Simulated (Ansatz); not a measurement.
## A series of single points on Nb

System: Nb (1 atom in the cell).
Method: DFT r2SCAN, scalar-relativistic, plane waves, PAW, no spin polarisation (Ansatz 0.2.0).

The 7 runs differ only in the geometry, by a strain of the cell at fixed fractional positions. Against run 4, the strain is εzz = η. The structure derives from an entry of the Crystallography Open Database.

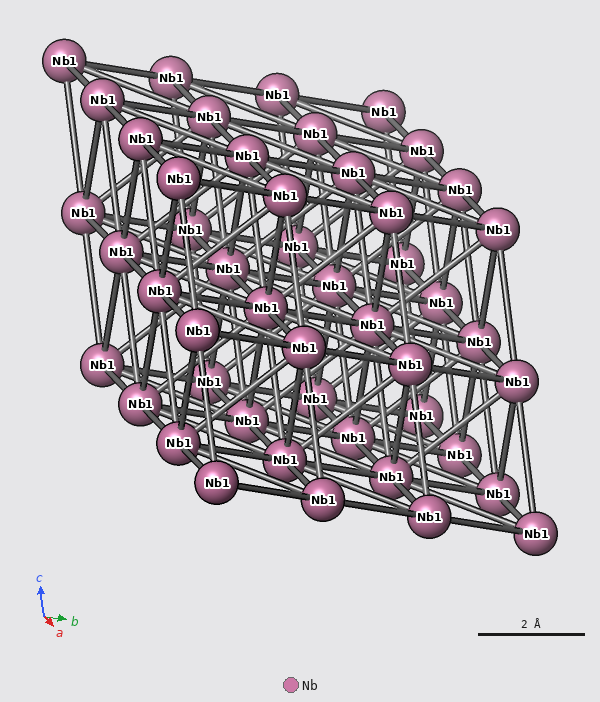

Figure 1. The structure of run 4 (ball-and-stick view of the reduced cell, repeated 3 × 3 × 2, seen slightly off an axis; atoms are numbered from 1 in the order of the input). An atom can appear more than once, as a periodic image.

## Input of run 4
```yaml
crystal:
  lattice:
    - [0.0, 2.115, 2.104425]
    - [2.115, 0.0, 2.104425]
    - [2.115, 2.115, 0.0]
  atoms:
    - { symbol: Nb, position: [0.0, 0.0, 0.0] }
basis:
  ecutwfc: 500
kpoints:
  mp_grid: { grid: [20, 20, 20] }
hamiltonian:
  xc: r2scan
scf:
  occupations: { method: gaussian, width: 0.15 }
output:
  forces: true
  stress: true
  eigenvalues: true
```

Command:
```bash
ansatz run input.yaml --threads 1 --pin off --max-ram 2560MiB --backend cpu --events-out ev --progress --plain --runs-dir out
```

Run 3 differs from it as follows:
```diff
-    - [0.0, 2.115, 2.104425]
-    - [2.115, 0.0, 2.104425]
+    - [0.0, 2.115, 2.09385]
+    - [2.115, 0.0, 2.09385]
```

## Results, with one run withheld

```csv
run,strain parameter η (%),"free energy per atom, from the lowest run given (meV)",pressure (GPa)
1,−1.5075,0.00,1.22
2,−1.0050,1.60,0.40
3,−0.5025,?,?
4,0.0000,4.42,−1.22
5,1.0050,6.82,−2.82
6,2.0101,9.04,−4.42
7,2.2613,9.61,−4.81
```

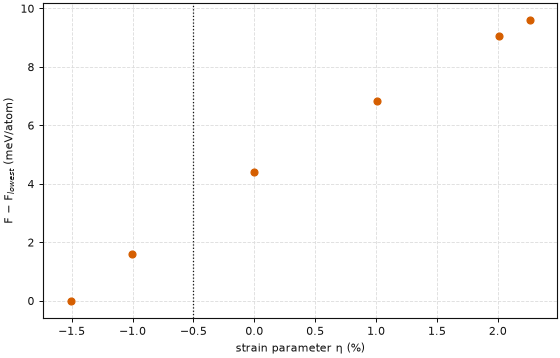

Figure 2. Free energy per atom of the runs given; the dotted line marks run 3.

Fit the runs given and predict run 3.

A cubic polynomial in the coordinate, fitted to the 6 runs given, misses them by at most 0.01 meV per atom. With x = η − 0.4606, it reads F = 5.5519 + 2.3993 x − 0.14636 x² + 0.035165 x³ (meV per atom). At run 3 it gives 3.07 meV per atom, and the run itself gives 3.07. The fit has no minimum inside this range.

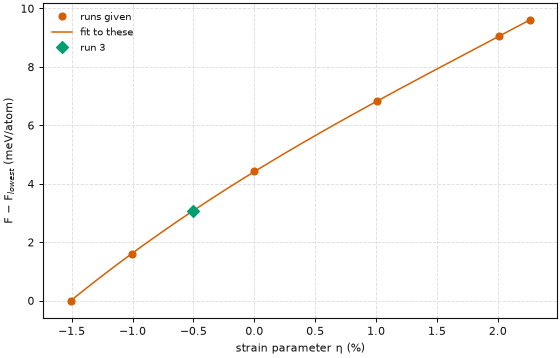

Figure 3. The fit and the withheld run.

## Output, shortened to warnings, some set-up lines, iterations and results (run 3)
```
Basis set: ecut = 500 eV, 499 PW (Γ), exchange–correlation on 96×96×96 points (64 copies of the dense FFT grid, shifted against one another)
Symmetry: 16 space group operations
k-points: 641 of 8000
Initial density: superposition of atomic densities (neutral atoms: chi_scale 0, normalization atom), corrected by the library's trained network
[...]
SCF iter   1: F=—  HF=-4563.306654 eV  |F-HF|=—  |Δ(HF+E_count)|=         —  Δρ=8.96e-3  dr2=1.14e-2  dr2_τ=1.16e-2  ethr=1.77e-3  ⟨swp⟩=5.0  Hψ=42404  notcnv=0
SCF iter   2: F=—  HF=-4563.306118 eV  |F-HF|=—  |Δ(HF+E_count)|=   5.36e-4  Δρ=3.34e-3  dr2=5.76e-4  dr2_τ=5.25e-4  ethr=8.78e-5  ⟨swp⟩=2.4  Hψ=15642  notcnv=0
SCF iter   3: F=—  HF=-4563.306562 eV  |F-HF|=—  |Δ(HF+E_count)|=   4.45e-4  Δρ=1.35e-3  dr2=8.83e-5  dr2_τ=2.09e-5  ethr=4.43e-6  ⟨swp⟩=2.0  Hψ=9177  notcnv=0
SCF iter   4: F=—  HF=-4563.306670 eV  |F-HF|=—  |Δ(HF+E_count)|=   1.07e-4  Δρ=6.58e-5  dr2=3.43e-7  dr2_τ=4.88e-8  ethr=6.79e-7  ⟨swp⟩=3.0  Hψ=10946  notcnv=0
SCF iter   5: F=-4563.306670 eV  HF=-4563.306670 eV  |F-HF|=1.81e-9  |Δ(HF+E_count)|=   3.04e-7  Δρ=1.08e-5  dr2=1.01e-8  dr2_τ=9.46e-9  ethr=2.64e-9  ⟨swp⟩=2.0  Hψ=11131  …
SCF iter   6: F=-4563.306670 eV  HF=-4563.306670 eV  |F-HF|=4.27e-11  |Δ(HF+E_count)|=  2.90e-10  Δρ=2.25e-6  dr2=4.07e-10  dr2_τ=8.28e-11  ethr=7.77e-11  ⟨swp⟩=1.7  Hψ=22507 …
SCF 1 converged in 6 iterations: F = -4563.306670 eV  dr2 = 4.07e-10
SCF converged after 6 iterations
Free energy (F): -4563.306670 eV
Harris-Foulkes:  -4563.306670 eV  (|F-HF|=4.27e-11)
Internal energy: -4563.291476 eV  (E = F + TS)
E sigma→0 (E₀):  -4563.299073 eV
Entropy (-TS):   -0.015194 eV (-15.194 meV/atom)
Fermi energy:    17.342098 eV
--- Per-component energies (eV) ---
  E_band       = -88.828370
  E_kinetic    = 392.999297
  E_local      = -713.478632  (includes V_loc(G=0)·N_el)
  E_nonlocal   = 119.072441
  E_hartree    = 220.932613
  E_xc         = -169.287635
  E_vxc        = -236.096173  (∫ρ·V_xc dr)
  E_paw        = -3090.066370  (= ΣΔE_a)
  E_vpaw       = -108.011682  (= ΣTr[D̂ρ^β])
  E_aug_tail   = 0.000004  (compensation charges beyond the density's cutoff)
  E_vtau       = 14.820800  (kinetic-family band-sum trace: ∫τ·v_τ [+ j·A + Jᵃ·Aᵃ] dr)
  E_ewald      = -1323.270765
  E_core_change = -0.192431  (= ΣΔE_core)
  E_smearing   = -0.015194  (= −TS)
  E_closure    = -0.000000  (closes the sum)
  Σ components = -4563.306670   (vs F -4563.306670, Δ=0.00e0)
--- Forces (eV/Å), atoms counted from 1 ---
  atom   1  Nb    -0.00000000     0.00000000     0.00000000
  max |Σ_I F_I| component: 4.93e-32 eV/Å
--- Stress (GPa, compression-positive) ---
        0.576527       0.000000       0.000000
        0.000000       0.576527       0.000000
        0.000000       0.000000      -2.382369
  P = ⅓ Tr σ = -0.4098 GPa (-4.098 kbar)
```
